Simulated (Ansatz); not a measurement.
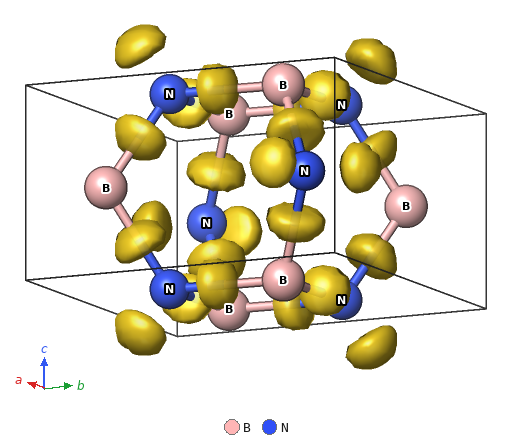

The picture shows: BN. Isosurface of the electron localisation function at 0.85 (yellow), seen at an oblique angle. Core shells and regions of very low density are left out. Sticks mark near contacts.

Space group P4₂/mnm; a point of a scan over the structure, not its minimum; a structure from a database of computed crystals, not necessarily the ambient phase; computed pressure about 38 GPa in this cell; PAW files of the earlier set (soft_1).

These are results of Ansatz, DFT PBE, scalar-relativistic, plane waves, PAW, not measurements.

Where are the electrons localised?

The surface consists of 16 regions between bonded B–N atoms (shared pairs), counted in one cell of 8 atoms. Regions shared between cells count once.

Values along the shortest contacts:
B–N (1.49 Å): the ELF peaks at about 0.95 between the atoms: a shared but strongly polarised pair. B–N (1.55 Å): the ELF peaks at about 0.90 between the atoms, as expected for a polar covalent bond.

Does the calculation make it a metal, or give it a gap?

It is gapped, with a Kohn–Sham gap of 4.7 eV on the k-point mesh, an upper bound to the gap of this method.
